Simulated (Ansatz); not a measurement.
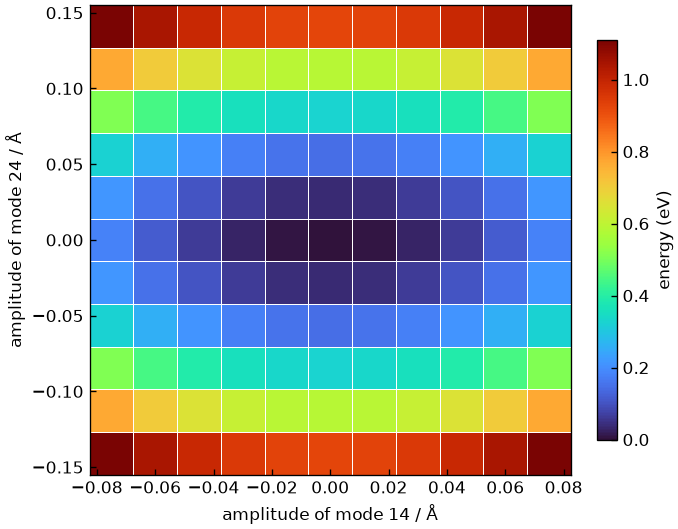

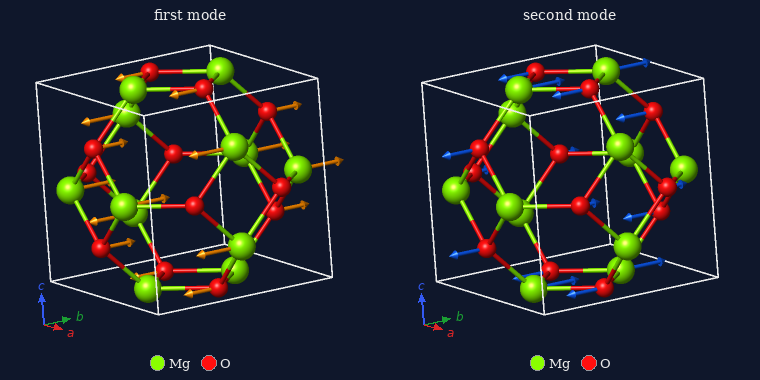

Energy landscape of MgO (Pm-3n, No. 223; 12 atoms in the cell). 
- The energy is mapped over two normal modes frozen in (zone-centre modes of the 12-atom cell of this scan).
- Coordinates scanned: (1) amplitude of mode 14 (356 cm⁻¹), largest displacement; (2) amplitude of mode 24 (492 cm⁻¹), largest displacement.
- Nothing is relaxed (the cell and all other modes fixed).
- The grid has 11 × 11 points; 36 points were computed and 85 follow by symmetry.
- Points are written as (first, second).
- Energies are in eV per cell, from the lowest grid point.
- All numbers below come from DFT PBE, scalar-relativistic, plane waves, PAW (Ansatz). Settings: cutoff 520 eV, k-mesh 4×4×4, gaussian smearing 0.05 eV, no spin polarisation.

In the figure: one coloured cell a grid point. The second picture is the structure at the lowest point

Describe this landscape.

Answer. The lowest grid point is at (0.000 Å, 0.000 Å). No other kind of well shows on this grid. The highest grid point, (−0.075 Å, −0.141 Å), lies 1.11 eV above the lowest. The gap on the k-mesh is 2.9 eV at the lowest point and runs from 2.8 to 2.9 eV over the map.

The values on the grid:

| second ↓, first → | −0.075 | −0.060 | −0.045 | −0.030 | −0.015 | 0.000 | 0.015 | 0.030 | 0.045 | 0.060 | 0.075 |
| --- | --- | --- | --- | --- | --- | --- | --- | --- | --- | --- | --- |
| 0.141 | 1.11 | 1.04 | 0.99 | 0.95 | 0.93 | 0.92 | 0.93 | 0.95 | 0.99 | 1.04 | 1.11 |
| 0.113 | 0.77 | 0.70 | 0.65 | 0.62 | 0.59 | 0.59 | 0.59 | 0.62 | 0.65 | 0.70 | 0.77 |
| 0.085 | 0.51 | 0.44 | 0.39 | 0.36 | 0.33 | 0.33 | 0.33 | 0.36 | 0.39 | 0.44 | 0.51 |
| 0.056 | 0.32 | 0.26 | 0.21 | 0.17 | 0.15 | 0.14 | 0.15 | 0.17 | 0.21 | 0.26 | 0.32 |
| 0.028 | 0.22 | 0.15 | 0.10 | 0.06 | 0.04 | 0.04 | 0.04 | 0.06 | 0.10 | 0.15 | 0.22 |
| 0.000 | 0.18 | 0.11 | 0.06 | 0.03 | 0.01 | 0.00 | 0.01 | 0.03 | 0.06 | 0.11 | 0.18 |
| −0.028 | 0.22 | 0.15 | 0.10 | 0.06 | 0.04 | 0.04 | 0.04 | 0.06 | 0.10 | 0.15 | 0.22 |
| −0.056 | 0.32 | 0.26 | 0.21 | 0.17 | 0.15 | 0.14 | 0.15 | 0.17 | 0.21 | 0.26 | 0.32 |
| −0.085 | 0.51 | 0.44 | 0.39 | 0.36 | 0.33 | 0.33 | 0.33 | 0.36 | 0.39 | 0.44 | 0.51 |
| −0.113 | 0.77 | 0.70 | 0.65 | 0.62 | 0.59 | 0.59 | 0.59 | 0.62 | 0.65 | 0.70 | 0.77 |
| −0.141 | 1.11 | 1.04 | 0.99 | 0.95 | 0.93 | 0.92 | 0.93 | 0.95 | 0.99 | 1.04 | 1.11 |

The input of one point:

```yaml
crystal:
  lattice:
    - [5.6335409551, 0.0, 0.0]
    - [0.0, 5.6335409551, 0.0]
    - [0.0, 0.0, 5.6335409551]
  atoms:
    - { symbol: Mg, position: [0.25, 0.0, 0.5] }
    - { symbol: Mg, position: [0.0, 0.5, 0.25] }
    - { symbol: Mg, position: [0.5, 0.75, 0.0] }
    - { symbol: Mg, position: [0.75, 0.0, 0.5] }
    - { symbol: Mg, position: [0.0, 0.5, 0.75] }
    - { symbol: Mg, position: [0.5, 0.25, 0.0] }
    - { symbol: O, position: [0.25, 0.5, 0.0] }
    - { symbol: O, position: [0.5, 0.0, 0.25] }
    - { symbol: O, position: [0.0, 0.75, 0.5] }
    - { symbol: O, position: [0.75, 0.5, 0.0] }
    - { symbol: O, position: [0.5, 0.0, 0.75] }
    - { symbol: O, position: [0.0, 0.25, 0.5] }
basis:
  ecutwfc: 520.0
kpoints:
  mp_grid: { grid: [4, 4, 4] }
hamiltonian:
  xc: pbe
  pseudopotentials: { kind: paw, azcp: { folder: soft_1 } }
scf:
  occupations: { method: gaussian, width: 0.05 }
output:
  forces: true
  stress: true
  eigenvalues: true
```

Each point was launched as `ansatz run input.yaml --threads 4 --pin off --max-ram 8192MiB --backend cpu --events-out ev --progress --plain --runs-dir out`. The whole map (36 points run) took 5.8 min on 4 threads of Arm Neoverse V1 (shared host).
